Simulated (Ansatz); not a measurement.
System: Br, space group Pm-3m (No. 221) (one of a set of cubic test structures, which need not be the stable phase).

How it was computed, with Ansatz 0.2.0 development build: equation of state of a cubic crystal from periodic Kohn-Sham density functional theory without spin, third-order Birch-Murnaghan fit to the free energies; pressure corrected for the finite basis. Level: PBE.

```csv
setting,value
structure type,simple cubic
atoms in cell,1
space group number,221
lattice centring,simple cubic
k mesh,35×35×35
occupation method,Fermi–Dirac
occupation width,0.06123 eV
wave cutoff,420 eV
datasets,soft-1 PAW
density tolerance,1e-07 eV
bands,8
density cutoff ratio,4
search for lower states,default
```

Predict the energy above the lowest point and pressure against volume. The volume takes the values 28.02, 28.62, 29.22, 29.81, 30.41, 31.01, 31.60 Å³/atom.

A third-order Birch–Murnaghan fit gives V0 = 29.81 Å³/atom, B0 = 29.1 GPa and B′ = 5.5. The energy above the lowest point is 11.1 meV/atom at volume 28.02 Å³/atom and 8.6 meV/atom at 31.60 Å³/atom; the lowest computed point is at volume 29.81 Å³/atom (0.0 meV/atom), in a single well. The pressure falls from 2.133 GPa at volume 28.02 Å³/atom to −1.446 GPa at 31.60 Å³/atom, and changes sign near 29.81 Å³/atom.

```tsv
volume (Å³/atom)	energy above the lowest point (meV/atom)	pressure (GPa)
28.02	11.1	2.133
28.62	4.7	1.328
29.22	1.1	0.620
29.81	0.0	0.000
30.41	1.1	-0.550
31.01	4.0	-1.028
31.60	8.6	-1.446
```

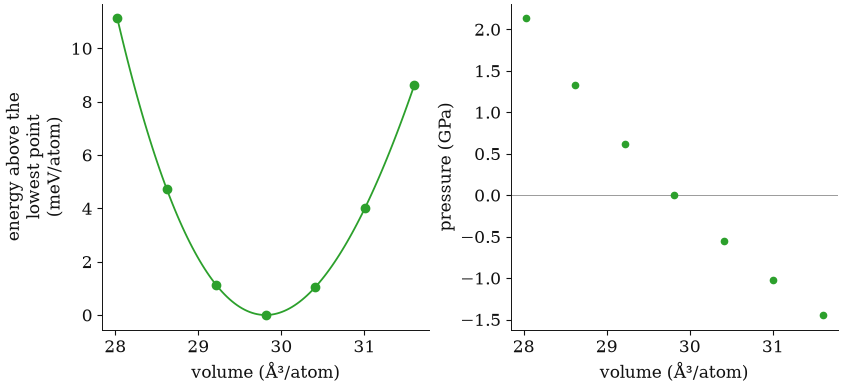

Caveats: cubic model structure, not the ambient form.
